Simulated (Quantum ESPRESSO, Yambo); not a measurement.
# GaN (honeycomb monolayer): G0W0 with Yambo, start to end, part 2 of 2

Wanted: ground state, empty states, screening and self-energy for GaN (honeycomb monolayer).

Quantum ESPRESSO 7.5 and Yambo 5.3.0; PBE and many-body steps on it, plane waves. Known limits of the many-body steps: not at the basis limit; no spin-orbit coupling.

So far. Step 2 (Ground state): The gap is indirect, with the least direct gap 0.32 eV higher. Step 3 (Empty states on the mesh, 6×6×1 mesh, 71 bands): On this mesh the gap is 2.161 eV.

### 5. Screening and self-energy, 6×6×1 mesh, 71 bands, screening to 108.8 eV

G0W0 replaces the xc potential by the self-energy, built once from these orbitals. Only a window of levels is corrected, while the sums run over the empty bands that the input names.

This step: G0W0 on PBE, plane waves, norm-conserving pseudopotentials.

Contents of gw1.in:

```
HF_and_locXC
gw0
dyson
ppa
em1d
rim_cut
rim_w
RandQpts= 3000000
RandGvec= 100 RL
CUTGeo= "slab z"
RandGvecW= 9 RL
EXXRLvcs= 104 Ry
VXCRLvcs= 416 Ry
Chimod= "HARTREE"
% BndsRnXp
 1 | 71 |
%
NGsBlkXp= 8 Ry
% LongDrXp
 1 | 1 | 0 |
%
% GbndRnge
 1 | 71 |
%
DysSolver= "n"
ExtendOut
PPAPntXp= 27.21138 eV
% QPkrange
 7 | 7 | 12 | 15 |
 1 | 1 | 12 | 15 |
%
```

Started as:

```bash
$ OMP_NUM_THREADS=2 mpirun -n 2 yambo -F gw1.in -J gw1 -C gw1 > gw1.log
```

Log:

```text
 Yambo, version 5.3.0

 [02] CORE Variables Setup
 =========================

  [... cell, symmetries and grids as in the set-up ...]

  [02.05] Energies & Occupations
  ==============================

  [X] === General ===
  [X] Electronic Temperature                        :  0.000000  0.000000 [eV K]
  [X] Bosonic    Temperature                        :  0.000000  0.000000 [eV K]
  [X] Finite Temperature mode                       : no
  [X] El. density                                   :  0.20763E+24 [cm-3]
  [X] Fermi Level                                   : -2.261712 [eV]

  [X] === Gaps and Widths ===
  [X] Conduction Band Min                           :  2.161124 [eV]
  [X] Valence Band Max                              :  0.000000 [eV]
  [X] Filled Bands                                  :  13
  [X] Empty Bands                                   :   14   71
  [X] Direct Gap                                    :  2.483801 [eV]
  [X] Direct Gap localized at k                     :  1
  [X] Indirect Gap                                  :  2.161124 [eV]
  [X] Indirect Gap between kpts                     :   7   1
  [X] Last valence band width                       :  1.380923 [eV]
  [X] 1st conduction band width                     :  2.916469 [eV]

 [03] Transferred momenta grid and indexing
 ==========================================

 IBZ Q-points                                      :   7
 BZ  Q-points                                      :   36

 K/Q-points units:
 rlu = crystal or reduced units; cc = cartesian coordinates; iku = interal k-units

 Q [1]          [rlu]:  0.000000  0.000000  0.000000
 Q [2]          [rlu]:  0.81864E-17  0.16667       0.0000
 Q [3]          [rlu]:  0.16373E-16  0.33333       0.0000
 Q [4]          [rlu]: -0.24559E-16 -0.50000       0.0000
 Q [5]          [rlu]:  0.166667  0.166667  0.000000
 Q [6]          [rlu]:  0.166667  0.333333  0.000000
 Q [7]          [rlu]:  0.333333  0.333333  0.000000

 [04] Coloumb potential Random Integration (RIM)
 ===============================================

 Performing RIM of v_slab

  [04.01] RIM initialization
  ==========================

  * Diagonal components only detected *

  8 x (sBL volume)        :  0.065231 [a.u.]
  sBZ random points       :  3000000
  Points outside the sBZ  :  24001124
  RL volume               :  0.293538 [a.u.]
  Integrated volume       :  0.293524 [a.u.]

  [04.02] RIM integrals
  =====================

  Gamma point sphere radius             :  0.046751 [a.u.]
  Points outside the sphere             :  2398760
  [Int_sBZ(q=0) 1/q^2]*(Vol_sBZ)^(-1/3) =:  7.556946
                                 should be <:  7.795600

  Summary of Coulomb integrals for non-metallic bands |Q|[au] RIM/Bare

  Q [1] 0.100000E-4 0.969386 * Q [2] 0.199108 1.030206
  Q [5] 0.344865 1.033021 * Q [3] 0.398216 1.028362
  Q [6] 0.526791 1.018774 * Q [4] 0.597324 1.015374
  Q [7] 0.689731 1.011404
  Non-periodic chartesian directions : none
  Optical renormalization            :  26.45617 [au]
  Polarizability dimension           : length

 [05] Coloumb potential CutOffslab
 =================================

 Cut directionsZ
 Slab Cutoff:Z
 Symmetry test passed : yes

 [06] Dipoles
 ============

  [06.01] Setup: observables and procedures
  =========================================

 [07] Dynamic Dielectric Matrix (PPA)
 ====================================

 [WR./gw1//ndb.pp]---------------------------------------------------------------
  Brillouin Zone Q/K grids (IBZ/BZ)                :    7   36    7   36
  RL vectors                                       :  18211 [WF]
  Coulomb cutoff potential                         : slab z
  Electronic Temperature                           :  0.000000 [K]
  Bosonic    Temperature                           :  0.000000 [K]
  PPA    diel. fun.  energies                      : Perdew, Burke & Ernzerhof(X)+Perdew, Burke & Ernzerhof(C)
  wavefunctions                                    : Perdew, Burke & Ernzerhof(X)+Perdew, Burke & Ernzerhof(C)
  Global Gauge                                     : length
  X matrix size                                    :   331
  X band range                                     :    1   71
  X e/h energy range                               : -1.000000 -1.000000 [eV]
  X Time ordering                                  : R
  X Hxc Kernel                                     : HARTREE
  X Drude frequency                                :  0.000000  0.000000
  X poles                                          :  100.0000 [o/o]
  RL vectors in the sum                            :  18211
  [r,Vnl] included                                 : yes
  Field direction                                  :  0.707107E-5  0.707107E-5   0.00000
  BZ energy Double Grid                            : no
  BZ energy DbGd points                            : 0
  BZ Q point size factor                           : -1.000000
  X Optical Averaged directions                    : none

 [08] Local Exchange-Correlation + Non-Local Fock
 ================================================

 [VXC] Plane waves :  121095
 [EXS] Plane waves :  15037

 QP @ state[ 1 ] K range:  1  1
 QP @ state[ 1 ] b range:  12  15
 QP @ state[ 2 ] K range:   7   7
 QP @ state[ 2 ] b range:  12  15

 [xc] Functional : Perdew, Burke & Ernzerhof(X)+Perdew, Burke & Ernzerhof(C)
 [xc] LIBXC used to calculate xc functional
  PP Number of Atomic Species                      :  2
  NLCC RL compoments                               :  121095
  PP Number of Atomic Species                      :  2
  NLCC RL compoments                               :  121095

 [xc] E_xc :  -24.05249 [Ha]
      E_xc :  -48.10498 [Ry]

  Local XC kind (lXC) : Perdew, Burke & Ernzerhof(X)+Perdew, Burke & Ernzerhof(C)
  Non-Local XC kind (nlXC) : Hartree-Fock

  Corrections @ K [1] :  [eV]
 <12|nlXC|12> = -22.88840  0.63118E-17 <12|lXC|12> = -19.30645  0.18882E-15
 <13|nlXC|13> = -22.88841 -0.18477E-16 <13|lXC|13> = -19.30647  0.000000
 <14|nlXC|14> = -7.574361  0.21716E-17 <14|lXC|14> = -11.29721 -0.18882E-15
 <15|nlXC|15> = -2.401767  0.56376E-18 <15|lXC|15> = -4.590221  0.000000

  Corrections @ K [7] :  [eV]
 <12|nlXC|12> = -19.50200 -0.56820E-17 <12|lXC|12> = -14.71190  0.47204E-16
 <13|nlXC|13> = -20.22448  0.36011E-17 <13|lXC|13> = -16.34815  0.18882E-15
 <14|nlXC|14> = -4.763405  0.14613E-17 <14|lXC|14> = -9.158172  0.94408E-16
 <15|nlXC|15> = -8.528343  0.94953E-18 <15|lXC|15> = -14.31533 -0.94408E-16

  [08.01] Hartree-Fock occupations report
  =======================================

  [Hartree-Fock] === General ===
  [Hartree-Fock] Electronic Temperature             :  0.000000  0.000000 [eV K]
  [Hartree-Fock] Bosonic    Temperature             :  0.000000  0.000000 [eV K]
  [Hartree-Fock] Finite Temperature mode            : no
  [Hartree-Fock] El. density                        :  0.20763E+24 [cm-3]
  [Hartree-Fock] Fermi Level                        : -2.261712 [eV]

  [Hartree-Fock] === Gaps and Widths ===
  [Hartree-Fock] Conduction Band Min                :  3.402350 [eV]
  [Hartree-Fock] Valence Band Max                   : -0.336717 [eV]
  [Hartree-Fock] Filled Bands                       :  13
  [Hartree-Fock] Empty Bands                        :   14   71
  [Hartree-Fock] Direct Gap                         :  4.227412 [eV]
  [Hartree-Fock] Direct Gap localized at k          :  2
  [Hartree-Fock] Indirect Gap                       :  3.739068 [eV]
  [Hartree-Fock] Indirect Gap between kpts          :   4   2
  [Hartree-Fock] Last valence band width            :  3.567906 [eV]
  [Hartree-Fock] 1st conduction band width          :  6.070010 [eV]

 [09] Dyson equation: Newton solver
 ==================================

  [09.01] RIM-W interpolation
  ===========================

  [WARNING] RIM-W works only for 2D semiconductors with slab cutoff
  Found compatible q grid: 2D
  q_min[ 1 ]:  0.16667      0.38567E-11   0.0000     [rlu]
   0.166667  0.083333  0.000000 [iku]
  q_min[ 2 ]:  0.81864E-17  0.16667       0.0000     [rlu]
   0.81864E-17  0.16667       0.0000     [iku]
  G-vectors :   9
  G-vectors loaded:   63
  Number of interpolated frequencies:  2

  Evaluating coefficients q = 0
  Evaluating coefficients q = 0

  [09.02] RIM-W integrals
  =======================

  8 x (sBL volume)        :  0.065231 [a.u.]
  sBZ random points       :  3000000
  Points outside the sBZ  :  24001124
  RL volume               :  0.293538 [a.u.]
  Integrated volume       :  0.293524 [a.u.]

  [09.03] RIM integrals
  =====================

  Comparison between head Wc = W - v averages: < Wc > [au] RIM-W/RIM

   < -Wc [Q = 1] > 0.208189E-1 0.132790E-4 * < -Wc [Q = 2] > 0.003554 0.003359
   < -Wc [Q = 3] > 0.592831E-3 0.577935E-3 * < -Wc [Q = 4] > 0.188137E-3 0.185252E-3
   < -Wc [Q = 5] > 0.883721E-3 0.857606E-3 * < -Wc [Q = 6] > 0.274686E-3 0.270631E-3
   < -Wc [Q = 7] > 0.127447E-3 0.126485E-3

  Comparison between head Wc = W - v averages: < Wc > [au] RIM-W/RIM

   < -Wc [G = 1,G`=0] > 0.208189E-1 0.132790E-4 * < -Wc [G = 2,G`=0] >-0.001957 0.000000
   < -Wc [G = 3,G`=0] >-0.001957 0.000000 * < -Wc [G = 4,G`=0] > 0.173061E-3  0.00000
   < -Wc [G = 5,G`=0] > 0.173061E-3  0.00000 * < -Wc [G = 6,G`=0] >-0.800667E-4  0.00000
   < -Wc [G = 7,G`=0] >-0.800667E-4  0.00000 * < -Wc [G = 8,G`=0] > 0.556933E-5  0.00000
   < -Wc [G = 9,G`=0] > 0.556933E-5  0.00000

 [10] G0W0 (W PPA)
 =================

 [  GW  ] Bands range     :    1   71
 [GW/PPA] G damping       :  0.100000 [eV]

 QP @ state[ 1 ] K range:  1  1
 QP @ state[ 1 ] b range:  12  15
 QP @ state[ 2 ] K range:   7   7
 QP @ state[ 2 ] b range:  12  15

  Sc/G bands                                       :    1   71
  Sc/G damping                                     :  0.100000 ev
  Sc bands terminator                              : no
  Sx RL components                                 :  15037

  QP @ state[ 1 ] K range                          :  1  1
  QP @ state[ 1 ] b range                          :  12  15
  QP @ state[ 2 ] K range                          :   7   7
  QP @ state[ 2 ] b range                          :  12  15
  GF energies kind                                 : Perdew, Burke & Ernzerhof(X)+Perdew, Burke & Ernzerhof(C)
  GF WF`s kind                                     : Perdew, Burke & Ernzerhof(X)+Perdew, Burke & Ernzerhof(C)
  Xs energies kind                                 : Perdew, Burke & Ernzerhof(X)+Perdew, Burke & Ernzerhof(C)
  Xs WF`s kind                                     : Perdew, Burke & Ernzerhof(X)+Perdew, Burke & Ernzerhof(C)

 [14] Game Over & Game summary
```

The job ended after 2.3 min (2 MPI ranks of Arm Neoverse V1, shared host; peak memory 1.2 GiB; 7.4 min of CPU time).

Numbers from this step:

```yaml
g0w0_gap_on_the_points_computed: 4.141 eV
starting_gap_on_the_mesh: 2.161 eV
k_of_the_valence_top: 0.3333, 0.3333, 0
k_of_the_conduction_bottom: 0, 0, 0
least_direct_g0w0_gap_on_the_computed_points: 4.377 eV
z_at_the_valence_top: 0.7708
z_at_the_conduction_bottom: 0.8292
```

The gap on the mesh goes from 2.16 eV to 4.14 eV, a correction of +1.98 eV.

Limits: finite bands, cutoff and mesh; no spin-orbit coupling. v1 is the top filled band, c1 the lowest empty one. Levels before and after the correction, in eV, zero at the valence-band top of each column:

```
           conduction bottom  valence top
Kohn-Sham               2.16         0.00
     G0W0               4.14         0.00
```

```
                        level  energy (eV)
Kohn-Sham             Γ v2-v1       -0.323
Kohn-Sham                Γ c1        2.161
Kohn-Sham                Γ c2        4.826
Kohn-Sham  (0.333 0.333 0) v2       -4.243
Kohn-Sham  (0.333 0.333 0) v1        0.000
Kohn-Sham  (0.333 0.333 0) c1        5.078
Kohn-Sham  (0.333 0.333 0) c2        7.369
     G0W0             Γ v2-v1       -0.237
     G0W0                Γ c1        4.141
     G0W0                Γ c2        6.260
     G0W0  (0.333 0.333 0) v2       -4.629
     G0W0  (0.333 0.333 0) v1        0.000
     G0W0  (0.333 0.333 0) c1        7.055
     G0W0  (0.333 0.333 0) c2       10.117
```

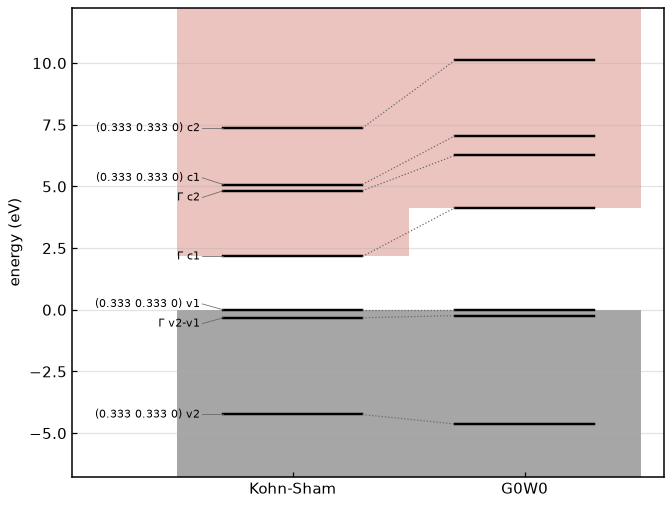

Levels before and after the correction. Shaded: valence and conduction bands.

### 6. Where the time went

Times are wall times on the hardware named with each run, good to a factor of about two.

| step | time | share | memory (GiB) |
| --- | --- | --- | --- |
| ground state | 30 s | 16 % | 0.57 |
| empty states on the mesh | 17 s | 9 % | 0.69 |
| conversion and set-up | 3 s | 2 % | 0.26 |
| screening and self-energy | 2.3 min | 74 % | 1.2 |

### 7. What came out

| Property | Result |
| --- | --- |
| PBE gap | 2.16 eV, indirect |
| G0W0 gap on the mesh | 4.14 eV |
| GW settings | 6×6×1 mesh, 71 bands, screening to 108.8 eV, Godby-Needs plasmon pole |
| known limits | not at the basis limit; no spin-orbit coupling |

What this shows: G0W0 moves the gap on the mesh from 2.16 eV to 4.14 eV (+1.98 eV), with Z of 0.77 and 0.83 at the edges. Only 2 of the mesh's irreducible points were corrected, so a valley elsewhere could overtake. The dearest step here is «screening and self-energy». Bands and cutoff are finite, so the gap is not at the basis limit. The miss can reach some tenths of an eV and take either sign; the mesh is an error of its own. In the G0W0 run levels were corrected at 2 k points alone, so a gap called «on the mesh» is the least over those, and an edge elsewhere would be missed. The many-body steps are scalar-relativistic: spin-orbit coupling is not in them.

[Paths, hosts, dates, memory and timing lines, banners, echoed tables and standing remarks are left out of the program output.]

[Logs are printed without paths, hosts, clocks, repeated set-up lines and the standing remarks that a program may print on its own settings, such as how far it seeks lower states.]

[Runs of the session that timed out or met a known fault of the program may be left out.]

[Hosts, paths, dates, database ids (printed as entryN), source tags and the programs' standing remarks are cut or masked in the printed files.]
